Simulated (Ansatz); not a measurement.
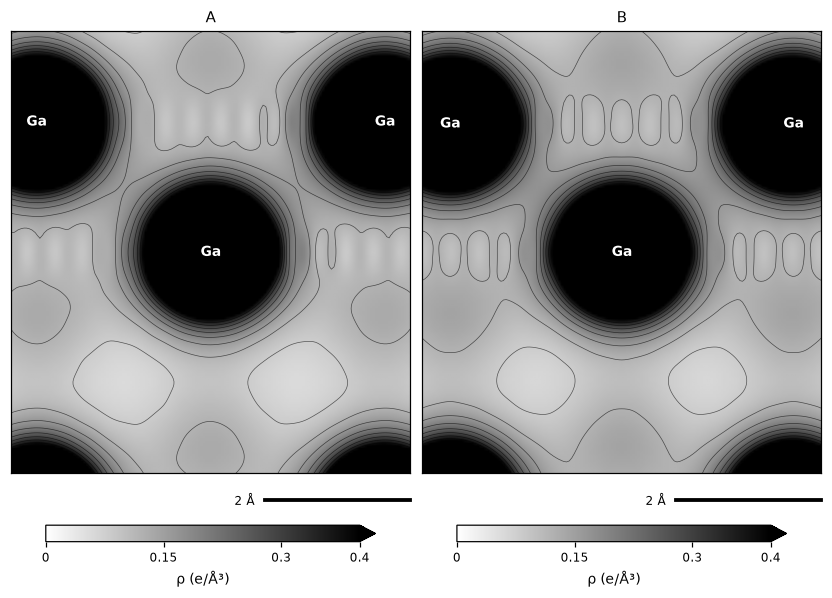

Ga. The valence charge density (pseudo) of two cells that differ in size, on the (110) plane of each (indices in the axes of the calculation cell), at one length scale and on one colour scale: A has 20.2 Å³ an atom and B 19.3.

Method: DFT, BLYP, plane waves (420 eV) with PAW, scalar-relativistic (Ansatz).

In a PAW calculation such maps are meaningful between the atoms, not at the nuclei.

### What changes from the larger cell to the smaller?

From the larger cell to the smaller, Ga–Ga goes from 3.00 to 2.96 Å, and the density at its midpoint from 0.16 to 0.17 e/Å³; the pressure goes from 3.0 to 5 GPa.
